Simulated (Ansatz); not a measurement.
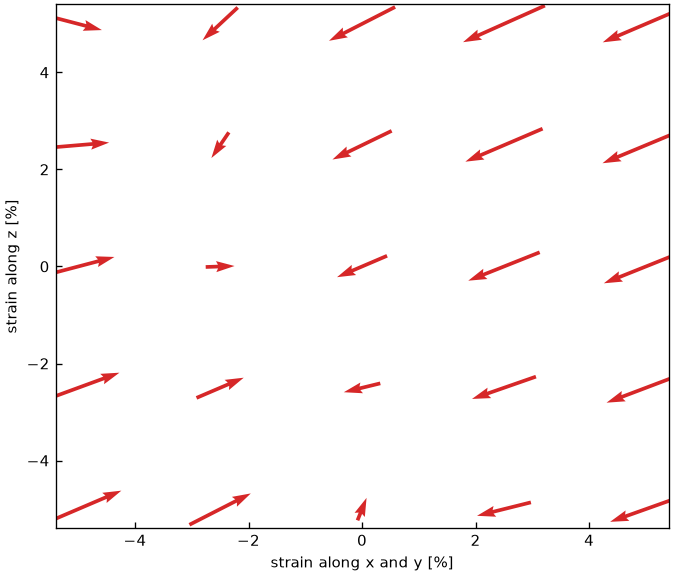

Cu (Fm-3m, No. 225; 1 atom in the cell). 
- The cell is strained homogeneously, by one strain along x and y and another along z, with fractional coordinates fixed (x, y and z along the cube axes).
- Coordinates scanned: (1) strain along x and y; (2) strain along z.
- The grid has 5 × 5 points.
- The reference cell is the one listed in the database, not relaxed at this level.
- The calculation used DFT PBEsol, scalar-relativistic, plane waves, PAW in Ansatz 0.2.0. Settings: cutoff 420 eV, k-mesh 22×22×22, gaussian smearing 0.15 eV, no spin polarisation.

The picture shows arrows along the force (downhill), their lengths compressed.

The arrows alone are given. Where is the energy lowest?

The arrows converge at about strain along x and y = −1.4 %, strain along z = −1.4 % (read from the interpolated surface).

The energy map of the same scan:

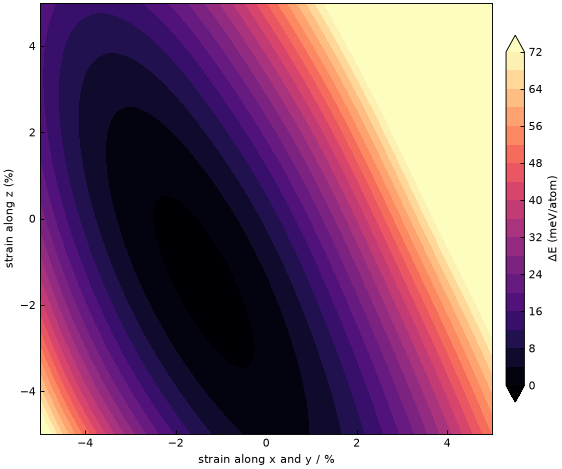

Energies are in meV/atom, from the lowest grid point; between grid points the surface is interpolated.
